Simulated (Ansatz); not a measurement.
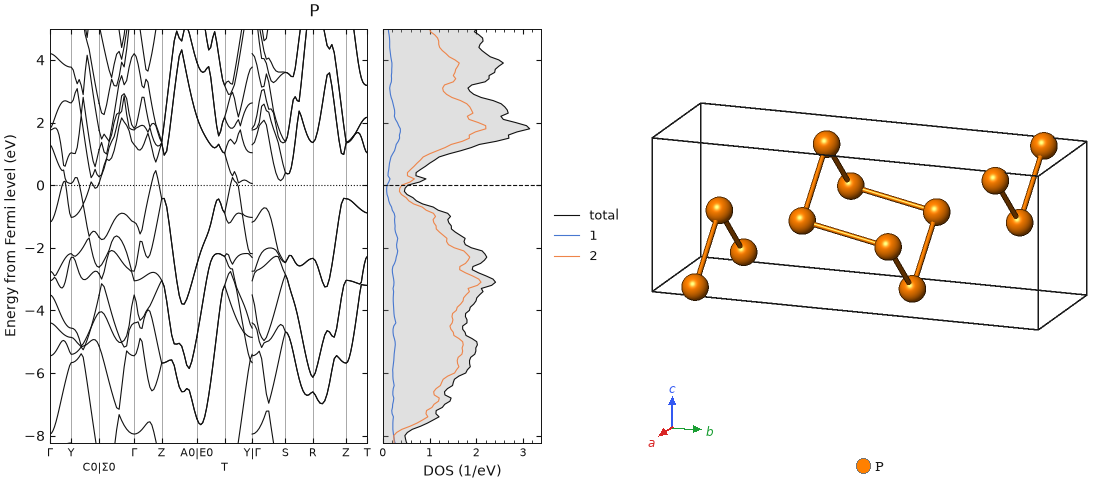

Band structure and density of states, beside the structure. Energies are counted from the Fermi level. The partial curves are projected on Löwdin-orthogonalised atomic shells.

System: P, space group Cmce, 4 atoms in the cell.

Computed with Ansatz: DFT PBEsol+D3(BJ), scalar-relativistic, plane waves, PAW, no spin polarisation, 14×14×12 k mesh, 420 eV cutoff.

### The numbered curves are projections. Which is which? The candidates: P 3p, P 3s.

1 is P 3s; 2 is P 3p.

### Metal, semiconductor or insulator?

A metal: 2 bands cross the Fermi level along this path.
